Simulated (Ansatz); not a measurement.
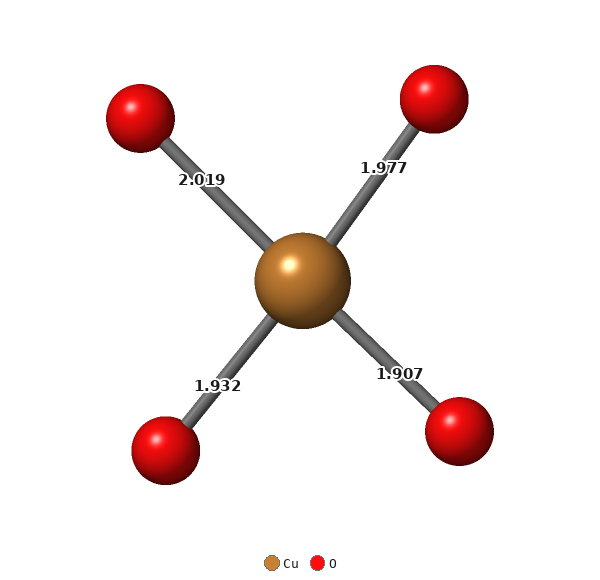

The surroundings of site Cu1 (at 0.250, 0.247, 0.000) in CuO in space group Cc, with bond lengths in Å.

The cell is taken from a calculation's input that goes back to an entry of the Crystallography Open Database (an earlier step may have relaxed or displaced it).

```yaml
crystal:
  lattice:
    - [4.68930, 0.00000, 0.00000]
    - [0.00000, 3.42680, 0.00000]
    - [-0.86055, 0.00000, 5.05944]
  atoms:
    - { symbol: Cu, position: [0.25000, 0.24680, 0.00000] }
    - { symbol: Cu, position: [0.25000, 0.75320, 0.50000] }
    - { symbol: O, position: [0.48850, 0.91710, 0.25370] }
    - { symbol: O, position: [0.48850, 0.08290, 0.75370] }
    - { symbol: Cu, position: [0.75000, 0.74680, 0.00000] }
    - { symbol: Cu, position: [0.75000, 0.25320, 0.50000] }
    - { symbol: O, position: [0.98850, 0.41710, 0.25370] }
    - { symbol: O, position: [0.98850, 0.58290, 0.75370] }
```

Bond valence s = exp((R0 − d)/b), R0 fitted to published crystal structures with b = 0.37 Å, summed over all anions within 5 Å; R0 in Å: Cu+–O 1.566; Cu2+–O 1.664.

> Which oxidation state of Cu do these bonds support?

With the Cu+ parameters the computed sum is 1 × 0.398 + 1 × 0.372 + 1 × 0.329 + 1 × 0.294 = 1.39. With the Cu2+ parameters the computed sum is 1 × 0.519 + 1 × 0.485 + 1 × 0.429 + 1 × 0.383 = 1.82. The sum matches its own assumption best for Cu2+, which also balances the formula's charge.

> And over the whole structure?

```json
{"site": "Cu1", "x, y, z": "0.250, 0.247, 0.000", "formal valence": "+2", "bond-valence sum": "1.95", "difference": "-0.05"}
{"site": "O1", "x, y, z": "0.488, 0.917, 0.254", "formal valence": "−2", "bond-valence sum": "1.95", "difference": "-0.05"}
```

These sums include all anions within 5 Å. The global instability index (root mean square of the differences over all atoms) is 0.05 v.u.: little strain. The cell was not relaxed for this table, and a volume that is off by a few per cent shifts all sums together.
